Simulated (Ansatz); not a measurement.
**Single-point calculation of Ta24N23 (part 1 of 3)**

The run: single-point calculation of Ta24N23 (defect cell, 47 atoms in the cell). Method and program: DFT PBE, scalar-relativistic, plane waves, PAW, spin-polarised (Ansatz 0.2.0).

The structure derives from an entry of the Crystallography Open Database. Figures and captions count atoms from 1; the log counts them from 0 in places.

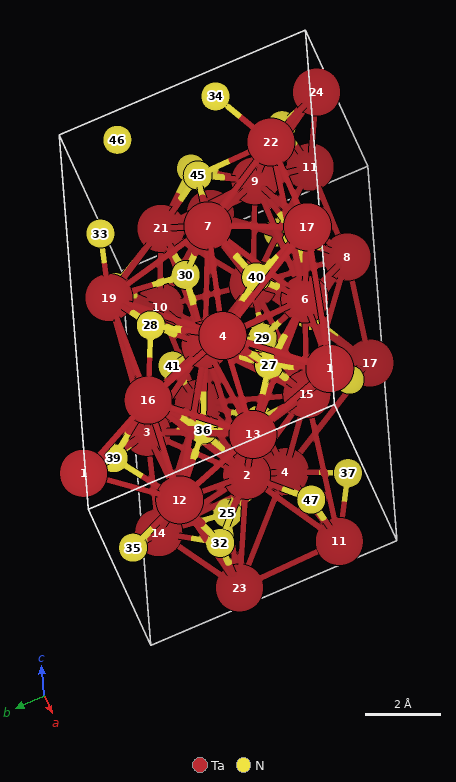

*The structure as given in the input (ball-and-stick view of the cell of the calculation, seen at an oblique angle; atoms are numbered from 1 in the order of the input). An atom can appear more than once, as a periodic image.*

**The input**
```yaml
crystal:
  lattice:
    - [-4.575, 2.641377, 4.94]
    - [4.575, -2.641377, 4.94]
    - [4.575, 7.924132, -4.94]
  atoms:
    - { symbol: Ta, position: [0.1007233386, 0.0280158626, 0.1407110478], spin: 0.5 }
    - { symbol: Ta, position: [0.6365783913, 0.4969636707, 0.1814131948] }
    - { symbol: Ta, position: [0.5966125382, 0.8672689314, 0.3853126724] }
    - { symbol: Ta, position: [0.0065495009, 0.4194702609, 0.3039478306] }
    - { symbol: Ta, position: [0.9150942644, 0.7205646731, 0.5374417451] }
    - { symbol: Ta, position: [0.352001136, 0.1565761492, 0.4536124345] }
    - { symbol: Ta, position: [0.1236624111, 0.4682954931, 0.6532180248] }
    - { symbol: Ta, position: [0.7016227459, 0.0484650105, 0.6625602416] }
    - { symbol: Ta, position: [0.4674767604, 0.3394063482, 0.8622980947] }
    - { symbol: Ta, position: [-0.104211326, 0.8394300833, 0.8212324288] }
    - { symbol: Ta, position: [0.8208950995, 0.1902201889, -0.0141044579] }
    - { symbol: Ta, position: [0.3546495927, 0.7101586774, 0.0731326986] }
    - { symbol: Ta, position: [0.2086053255, 0.3722452154, 0.0999760748], spin: 0.5 }
    - { symbol: Ta, position: [0.7820185015, 0.8896952862, 0.1911264015] }
    - { symbol: Ta, position: [0.5445083947, 0.2169328148, 0.2857843128], spin: 0.5 }
    - { symbol: Ta, position: [0.1803286776, 0.7680241783, 0.292219938] }
    - { symbol: Ta, position: [1.0032054588, 0.052537225, 0.4902753399] }
    - { symbol: Ta, position: [0.3919099672, 0.5703161124, 0.4614351536] }
    - { symbol: Ta, position: [0.329812043, 0.9212273227, 0.6634372778] }
    - { symbol: Ta, position: [0.6948841205, 0.4246550021, 0.6933832908] }
    - { symbol: Ta, position: [0.5344333431, 0.7373763675, 0.8710287662] }
    - { symbol: Ta, position: [0.0856578693, 0.1871127294, 0.7845427452] }
    - { symbol: Ta, position: [0.8996932801, 0.6129909192, 0.008877425] }
    - { symbol: Ta, position: [0.3210082898, 0.0406878611, -0.0376426595], spin: 0.5 }
    - { symbol: "N", position: [0.9037249768, 0.6386214156, 0.2164358178] }
    - { symbol: "N", position: [0.7552474841, 0.0867290494, 0.3651229129] }
    - { symbol: "N", position: [0.2666979485, 0.2996531701, 0.2865488252] }
    - { symbol: "N", position: [0.1403936135, 0.7267215597, 0.466020573] }
    - { symbol: "N", position: [0.5703347473, 0.378465689, 0.4921693234] }
    - { symbol: "N", position: [0.3823856611, 0.62340229, 0.6596122171] }
    - { symbol: "N", position: [0.881400232, 0.2487239559, 0.6267363164] }
    - { symbol: "N", position: [0.6117939008, 0.6167675026, 1.0252078639] }
    - { symbol: "N", position: [0.1290638671, -0.1055720892, 0.7538228778] }
    - { symbol: "N", position: [-0.0308823863, 0.3673762547, -0.0854922264] }
    - { symbol: "N", position: [0.5312083491, 0.9440115342, 0.0750515098] }
    - { symbol: "N", position: [0.415318455, 0.6089840004, 0.2543542679] }
    - { symbol: "N", position: [0.8723153213, 0.1458149703, 0.1746695656] }
    - { symbol: "N", position: [0.7767021174, 0.4577949891, 0.3709672461] }
    - { symbol: "N", position: [0.3631663134, 0.9588637078, 0.2569315403] }
    - { symbol: "N", position: [0.1233597109, 0.2942962418, 0.4670167496] }
    - { symbol: "N", position: [0.6454536812, 0.7565507005, 0.5501779467] }
    - { symbol: "N", position: [0.4671351376, 0.188769655, 0.666607815] }
    - { symbol: "N", position: [0.903745725, 0.5922770087, 0.6791675595] }
    - { symbol: "N", position: [0.62969623, 0.9565960595, 0.8106082901] }
    - { symbol: "N", position: [0.2710931129, 0.5229127384, 0.8568748743] }
    - { symbol: "N", position: [0.1138153365, 0.7961248763, -0.028830634] }
    - { symbol: "N", position: [0.5707522292, 0.2368390866, 0.0198446015] }
magnetization:
  spin_polarized: true
basis:
  ecutwfc: 420
  fft_grid_basis: typed
kpoints:
  mp_grid: { grid: [2, 2, 2] }
hamiltonian:
  xc: pbe
  pseudopotentials: { kind: paw }
scf:
  occupations: { method: gaussian, width: 0.05 }
output:
  forces: true
  stress: false
  eigenvalues: true
  bader: true
  write_density: true
  volumetric_format: npy
  populations: true
```

Hardware: 8 threads of Arm Neoverse V1, 24 GiB of memory available, shared host.

Run as:
```bash
ansatz run input.yaml --threads 8 --pin off --max-ram 16384MiB --backend cpu --events-out ev --progress --plain --runs-dir out
```

**The program's output**
```
Engine: ansatz 0.2.0, aarch64-unknown-linux-gnu
Pseudopotentials: kind: paw
Pseudopotential: Ta, paw, valence charge 13, recommended cutoff 420 eV (normal), Ta.paw.azcp
Pseudopotential: N, paw, valence charge 5, recommended cutoff 420 eV (normal), N.paw.azcp
Functional definition: PBE
  parameter kappa = 0.804
  parameter beta = 0.06672455060314922
  exchange = pbe_x(kappa = kappa, mu = beta*pi^2/3)
  correlation = pbe_c(beta = beta)
Crystal: 47 atoms, lattice volume = 477.572 Å³
Basis set: ecut = 420 eV, 9363 PW (Γ), exchange–correlation on 100×100×144 points (8 copies of the dense FFT grid, shifted against one another)
Bands: 262, of which v1, the nominal top of the filled ones, is band 214 counted from 1 (213 counted from 0)
Symmetry: 1 space group operations
Space group: P1 (ITA 1), of the structure as read, at distance tolerance 7.8e-5 Å
Magnetic group: BNS 1.1 (UNI 1), of the structure as read, at distance tolerance 7.8e-5 Å
k-points: 8
Non-local potential: Ta, projectors of the file, l = 0: 3, l = 1: 2, l = 2: 2, l = 3: 1
Non-local potential: N, projectors of the file, l = 0: 2, l = 1: 2, l = 2: 1
PAW form: soft (Blöchl's): semilocal exchange-correlation on the pseudo side does not see the compensation charge
PAW one-centre angular grid: Ta, 590 points (default); XC on 64 Gauss nodes
PAW one-centre angular grid: N, 110 points (default); XC on 64 Gauss nodes
Initial density: superposition of atomic densities (chi_scale 0.1, normalization cell, long waves kept (reshape's long-wave potential 0.51 eV rms))
Starting moments: Σ|m| = 2 μB on 4 of 47 sites
Initial wavefunctions: pseudopotential atomic-orbital guess
Functional: x = pbe(κ = 0.804, μ = 0.2195149727645171), c = pbe(β = 0.06672455060314922)
SCF iter   1: F=—  HF=-247237.412408 eV  |F-HF|=—  |Δ(HF+E_count)|=         —  Δρ=4.49e-2 (↑4.48e-2 ↓4.49e-2)  dr2=1.32e2  dr2_m=1.25e-1  M=0.205 μB ∫|m|=0.323 μB  β_m=0.30  ethr=3.10e-3  ⟨swp⟩=6.5  Hψ=15390  notcnv=0  defer=310
Mixer restart at iter 1: flushing history
preconditioner: auto → Kerker (q_TF=auto, 2.678 Å⁻¹)  [metal: Δε(μ)=0.009 eV  Ē_g=9.856 eV  σ=0.050 eV  W_gap=0.11  n_scr=154 (ndim 8)  ℏωp=26.0 eV  f_vac=0.000  D(μ)=21.14/eV (n_scr^D=192)]
spin=Collinear: Kerker preconditioning applied to the charge; magnetization (m = ρ↑ − ρ↓) channel mixes plain (no charge-response kernel on spin).
SCF iter   2: F=—  HF=-247229.219518 eV  |F-HF|=—  |Δ(HF+E_count)|=    8.19e0  Δρ=3.12e-2 (↑3.07e-2 ↓3.12e-2)  dr2=7.90e1  dr2_m=6.47e-2  M=0.125 μB ∫|m|=0.256 μB  β_m=0.61  ethr=3.10e-3  ⟨swp⟩=2.0  Hψ=6271  notcnv=0  defer=649
SCF iter   3: F=—  HF=-247219.738319 eV  |F-HF|=—  |Δ(HF+E_count)|=    9.48e0  Δρ=9.43e-3 (↑9.30e-3 ↓9.43e-3)  dr2=7.35e0  dr2_m=8.62e-4  M=0.007 μB ∫|m|=0.078 μB  β_m=0.68  ethr=3.10e-3  ⟨swp⟩=3.5  Hψ=6094  notcnv=0  defer=649
SCF iter   4: F=—  HF=-247218.633262 eV  |F-HF|=—  |Δ(HF+E_count)|=    1.11e0  Δρ=4.16e-3 (↑4.16e-3 ↓4.15e-3)  dr2=8.42e-1  dr2_m=1.72e-4  M=-0.010 μB ∫|m|=0.022 μB  β_m=0.81  ethr=1.72e-3  ⟨swp⟩=3.8  Hψ=6345  notcnv=0  defer=634
SCF iter   5: F=—  HF=-247218.782513 eV  |F-HF|=—  |Δ(HF+E_count)|=   1.49e-1  Δρ=2.06e-3 (↑2.06e-3 ↓2.06e-3)  dr2=1.87e-1  dr2_m=1.20e-5  M=-0.004 μB ∫|m|=0.008 μB  β_m=0.90  ethr=1.97e-4  ⟨swp⟩=2.9  Hψ=5757  notcnv=0  defer=634
SCF iter   6: F=—  HF=-247218.762697 eV  |F-HF|=—  |Δ(HF+E_count)|=   1.98e-2  Δρ=1.20e-3 (↑1.19e-3 ↓1.20e-3)  dr2=5.51e-2  dr2_m=2.99e-7  M=-0.002 μB ∫|m|=0.003 μB  β_m=0.82  ethr=4.38e-5  ⟨swp⟩=2.0  Hψ=6152  notcnv=0  defer=634
SCF iter   7: F=—  HF=-247218.761447 eV  |F-HF|=—  |Δ(HF+E_count)|=   1.25e-3  Δρ=4.40e-4 (↑4.40e-4 ↓4.40e-4)  dr2=9.16e-3  dr2_m=1.61e-7  M=-0.001 μB ∫|m|=0.002 μB  β_m=0.91  ethr=1.29e-5  ⟨swp⟩=2.0  Hψ=5937  notcnv=0  defer=634
SCF iter   8: F=—  HF=-247218.763672 eV  |F-HF|=—  |Δ(HF+E_count)|=   2.23e-3  Δρ=1.92e-4 (↑1.92e-4 ↓1.90e-4)  dr2=1.81e-3  dr2_m=1.56e-7  M=-0.001 μB ∫|m|=0.001 μB  β_m=0.95  ethr=2.15e-6  ⟨swp⟩=2.0  Hψ=5786  notcnv=0  defer=634
SCF iter   9: F=—  HF=-247218.763545 eV  |F-HF|=—  |Δ(HF+E_count)|=   1.27e-4  Δρ=8.83e-5 (↑8.82e-5 ↓8.83e-5)  dr2=2.71e-4  dr2_m=2.57e-8  M=-0.000 μB ∫|m|=0.001 μB  β_m=0.94  ethr=4.24e-7  ⟨swp⟩=2.0  Hψ=5954  notcnv=0  defer=634
SCF iter  10: F=—  HF=-247218.763571 eV  |F-HF|=—  |Δ(HF+E_count)|=   2.60e-5  Δρ=3.54e-5 (↑3.54e-5 ↓3.54e-5)  dr2=5.67e-5  dr2_m=8.44e-10  M=-0.000 μB ∫|m|=0.000 μB  β_m=0.97  ethr=6.35e-8  ⟨swp⟩=2.0  Hψ=6006  notcnv=0  defer=634
SCF iter  11: F=—  HF=-247218.763555 eV  |F-HF|=—  |Δ(HF+E_count)|=   1.59e-5  Δρ=1.93e-5 (↑1.93e-5 ↓1.93e-5)  dr2=1.02e-5  dr2_m=3.30e-10  M=-0.000 μB ∫|m|=0.000 μB  β_m=0.91  ethr=1.33e-8  ⟨swp⟩=2.0  Hψ=6072  notcnv=0  defer=634
SCF iter  12: F=—  HF=-247218.763554 eV  |F-HF|=—  |Δ(HF+E_count)|=   1.01e-6  Δρ=6.62e-6 (↑6.54e-6 ↓6.62e-6)  dr2=2.28e-6  dr2_m=1.11e-10  M=0.000 μB ∫|m|=0.000 μB  β_m=0.95  ethr=2.38e-9  ⟨swp⟩=2.0  Hψ=6074  notcnv=0  defer=634
SCF iter  13: F=—  HF=-247218.763554 eV  |F-HF|=—  |Δ(HF+E_count)|=   1.85e-7  Δρ=2.62e-6 (↑2.62e-6 ↓2.59e-6)  dr2=3.12e-7  dr2_m=6.44e-12  M=0.000 μB ∫|m|=0.000 μB  β_m=0.98  ethr=5.34e-10  ⟨swp⟩=2.0  Hψ=5681  notcnv=0  defer=634
SCF iter  14: F=—  HF=-247218.763554 eV  |F-HF|=—  |Δ(HF+E_count)|=   3.75e-9  Δρ=1.20e-6 (↑1.20e-6 ↓1.20e-6)  dr2=7.39e-8  dr2_m=1.43e-12  M=0.000 μB ∫|m|=0.000 μB  β_m=0.99  ethr=7.31e-11  ⟨swp⟩=2.0  Hψ=5956  notcnv=0  defer=634
SCF iter  15: F=-247218.763554 eV  HF=-247218.763554 eV  |F-HF|=2.55e-8  |Δ(HF+E_count)|=   1.78e-9  Δρ=8.36e-7 (↑8.31e-7 ↓8.36e-7)  dr2=2.90e-8  dr2_m=1.85e-13  M=0.000 μB ∫|m|=0.000 μB  ethr=1.73e-11  ⟨swp⟩=14.3  Hψ=19337  notcnv=0
SCF 1 converged in 15 iterations: F = -247218.763554 eV  dr2 = 2.90e-8
  greatest PAW one-centre occupation: 1.000 electrons in one spin orbital (limit 2), on the Ta atom at site 8 (counted from 0), in its partial waves of l = 0
```

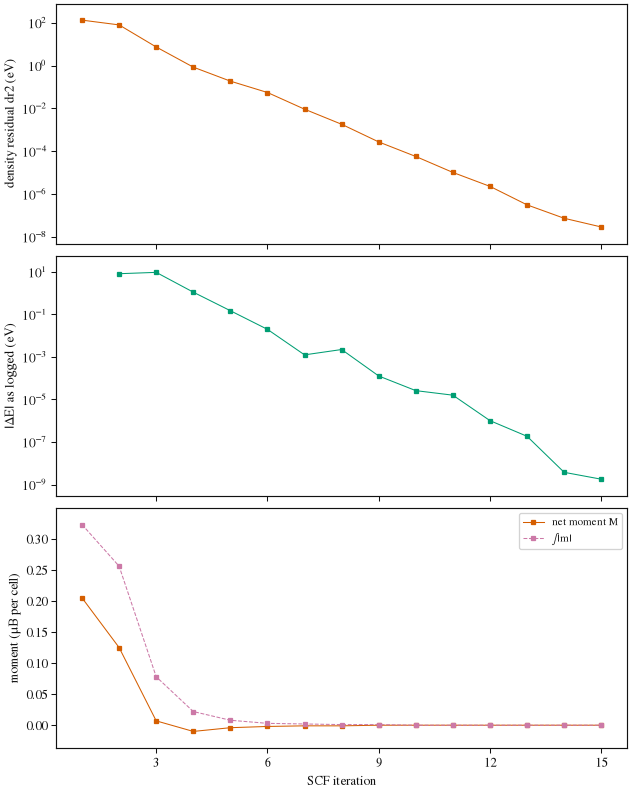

*Convergence of the self-consistent field: density residual dr2, size of the energy change and magnetic moment against the SCF iteration.*

The residual falls at every step. The net moment goes from 0.2 to 0.0 μB per cell, and ∫|m| falls to zero.

```
WARN: the starting moments were not kept: the SCF closed with an absolute magnetisation of 2.3e-6 μB, where they sum to 2 μB in size (4 sites). That is at most 0.1 of that sum. Measured as dr2_m measures the in/out step, that magnetisation stands 7.7e-14 eV from none, at or under the dr2_threshold of 1.0e-7 eV: it is no larger than a step whose dr2_m would equal this threshold. The system may hold no moment; this SCF shows only that its start led to no more than that. To try another start: raise the starting moments (crystal.atoms[].spin, magnetization.per_species, magnetization.initial_magnetization, or on a non-collinear deck that types none of these the spinor_matrix: blocks that start its atoms; where the total moment is fixed, keep their sum and leave initial_magnetization as it is; typed ones take the place of any that the run laid by itself, positive ones on a crystal's lanthanoids without a Hubbard term where scf.initial_density.shell_occupations: [] is typed) or, if the notice of its spin-set hold's release reads "site moments contracting" or "site moments show no strong build", lengthen the hold (scf.mixing.spin_hold: { on: { confirm: 4 } }; for m-r²SCAN on two components see the key's manual first). Each may lead to a state that holds a moment. A second SCF, from the converged charge density, with the starting moments and any scf.initial_density.shell_occupations laid on it anew, would have followed, and was not run: the deck does not ask for one (magnetization.retry_lost_moments is false, the default). To let it run, set magnetization.retry_lost_moments: true and run the deck again, where that key's refused combinations let it; where memory then withholds it, that run's warning says so.
SCF converged after 15 iterations
Magnetization: 0.0000 μB (213.5000 up, 213.5000 down)
Absolute magnetization: 0.0000 μB (∫|ρ↑−ρ↓|, with the PAW one-centre terms)
Spin contamination: 0.0000 ħ² per cell (⟨S²⟩ above its minimum at these occupations)
Per-site moments (μB) at R_I (Å): [(5.190107130438269e-8, 0.8199885147620978), (3.093452526700354e-9, 0.8144664657280127), (3.12276114309772e-8, 0.817295198900311), (5.091496887130971e-10, 0.8079132506831459), (2.547127663746502e-9, 0.8245044684077061), (8.993160044481159e-9, 0.8277194003722225), (2.2843090810327344e-8, 0.794847053118075), (3.5154499986201055e-9, 0.8212916433409023), (-8.919878241914404e-9, 0.8105208652544043), (7.017773157518888e-10, 0.797332841918202), (9.486069495869916e-9, 0.8177953025127257), (1.4408678415097752e-8, 0.8166255873728356), (6.88084508650592e-8, 0.8311378291225996), (1.8641044784158207e-8, 0.8129594565093293), (5.081905518259776e-8, 0.8010426678365298), (-1.4325569650799496e-8, 0.79844859546856), (1.0715891274853577e-8, 0.7960990137581363), (1.8833419989538503e-8, 0.8033621503036796), (1.477466140531278e-8, 0.8245005655320955), (1.0709138929074346e-8, 0.780890123814886), (2.6372830792167896e-8, 0.8099466879155374), (1.6411541219961557e-8, 0.8229010486796232), (1.0967226587256076e-8, 0.7911812349897318), (7.277786109736813e-8, 0.7925397280308196), (1.878023448167286e-8, 0.79844859546856), (-2.392445061311432e-8, 0.7960990137581363), (-5.515344852465636e-8, 0.8423258359185553), (1.0425399985622247e-8, 0.8256121490307281), (-2.7062284087391373e-8, 0.780890123814886), (-9.09549489182255e-9, 0.8099466879155374), (1.4492094617561136e-8, 0.8314934774297433), (1.9123501534449294e-8, 0.8286142705258486), (-1.5548992483782448e-8, 0.8245005655320955), (-1.5968520646330593e-8, 0.7911812349897318), (-2.5204755544795363e-8, 0.7925397280308196), (-1.1162534568606184e-8, 0.817295198900311), (-1.8884310792260394e-8, 0.8079132506831459), (-1.3016121593341275e-8, 0.8264719347734804), (-2.1452196136360782e-8, 0.8441261276384701), (8.797316459014894e-9, 0.7986083177111288), (1.3742668094102711e-8, 0.8033621503036796), (8.174497310901186e-9, 0.813086058375934), (8.683895903334681e-9, 0.7955393053610856), (3.0051649728491053e-9, 0.8395385365105955), (1.3052694330809256e-8, 0.794847053118075), (-3.390544175707491e-8, 0.8044370677780035), (-2.9181857500561913e-9, 0.8105208652544043)]
Free energy (F): -247218.763554 eV
Harris-Foulkes:  -247218.763554 eV  (|F-HF|=2.55e-8)
Internal energy: -247218.742240 eV  (E = F + TS)
E sigma→0 (E₀):  -247218.752897 eV
Entropy (-TS):   -0.021314 eV (-0.453 meV/atom)
Fermi energy:    21.755621 eV
--- Per-component energies (eV) ---
  E_band       = -632.248689
  E_kinetic    = 12131.016023
  E_local      = -14555.224667  (includes V_loc(G=0)·N_el)
  E_nonlocal   = 1473.705231
  E_hartree    = 5164.064926
  E_xc         = -6725.493763
  E_vxc        = -6788.096118  (∫ρ·V_xc dr)
  E_paw        = -204502.797489  (= ΣΔE_a)
  E_vpaw       = -3221.785032  (= ΣTr[D̂ρ^β])
  E_aug_tail   = 0.005668  (compensation charges beyond the density's cutoff)
  E_ewald      = -40204.018170
  E_smearing   = -0.021314  (= −TS)
  E_closure    = -0.000000  (closes the sum)
  Σ components = -247218.763554   (vs F -247218.763554, Δ=0.00e0)
--- Forces (eV/Å), atoms counted from 1 ---
  atom   1  Ta     0.02809930    -0.03925210     0.03780330
  atom   2  Ta     0.01450150     0.04764999    -0.00685993
  atom   3  Ta    -0.10869900     0.12951770     0.02857184
  atom   4  Ta    -0.08662497    -0.02577975     0.14555739
  atom   5  Ta     0.11615385    -0.21535646     0.15922375
  atom   6  Ta    -0.06346940    -0.47784595    -0.20792788
  atom   7  Ta     0.24009742     0.20210783    -0.01183731
  atom   8  Ta     0.07432926    -0.00974154     0.34906257
  atom   9  Ta     0.01761716    -0.06200851    -0.06982004
  atom  10  Ta    -0.07649227     0.05853356    -0.17491236
  atom  11  Ta     0.10729649     0.09669580    -0.05557386
  atom  12  Ta    -0.19861047    -0.06357048     0.04290822
  atom  13  Ta    -0.04084488    -0.10709022     0.03558218
  atom  14  Ta    -0.26196479    -0.00447153     0.07279878
  atom  15  Ta    -0.18897110    -0.09305283    -0.09769716
  atom  16  Ta     0.25323460     0.12339999    -0.09849262
  atom  17  Ta     0.06582146    -0.28186692    -0.08658942
  atom  18  Ta     0.14149859     0.19131349     0.07336987
  atom  19  Ta    -0.07696715    -0.10173188    -0.24590630
  atom  20  Ta     0.02003223     0.19668664     0.15526894
  atom  21  Ta     0.20350208    -0.05658859    -0.06665388
  atom  22  Ta    -0.01211346     0.04102457     0.04354172
  atom  23  Ta    -0.21309343     0.00058849     0.00645917
  atom  24  Ta    -0.15962085    -0.10738783     0.14731309
  atom  25  N      0.07153385     0.01133711     0.04894885
  atom  26  N      0.11307429     0.02697066     0.01543230
  atom  27  N      0.01742315     0.21699919    -0.13500750
  atom  28  N     -0.11228827    -0.01854108    -0.13880055
  atom  29  N     -0.25703298     0.11749121     0.12293425
  atom  30  N     -0.36088002    -0.03144048     0.18014302
  atom  31  N      0.14153741     0.16303507     0.01692332
  atom  32  N      0.05439125    -0.00944906    -0.02749023
  atom  33  N     -0.01169668    -0.01939555    -0.04460211
  atom  34  N     -0.06028729     0.01710821     0.05626236
  atom  35  N      0.19661163     0.01818757     0.01631494
  atom  36  N     -0.04976608     0.04194756    -0.03717117
  atom  37  N      0.02229969     0.01447664    -0.15863469
  atom  38  N      0.18025300    -0.00051023    -0.05825846
  atom  39  N      0.00561814     0.07467535     0.03023307
  atom  40  N     -0.06110911    -0.03277112    -0.07004708
  atom  41  N      0.10345312     0.02130612    -0.12699190
  atom  42  N      0.26261366     0.00887581     0.19306487
  atom  43  N      0.14566635    -0.12455697    -0.12893297
  atom  44  N     -0.15523735    -0.10659206     0.10106000
  atom  45  N     -0.12027890     0.14518182     0.16827950
  atom  46  N      0.10888049    -0.00080954    -0.10914637
  atom  47  N     -0.02953404     0.02473403    -0.08967475
  max |Σ_I F_I| component: 4.25e-5 eV/Å
--- Band table (eV; the first three rows and the last of 16) ---
```
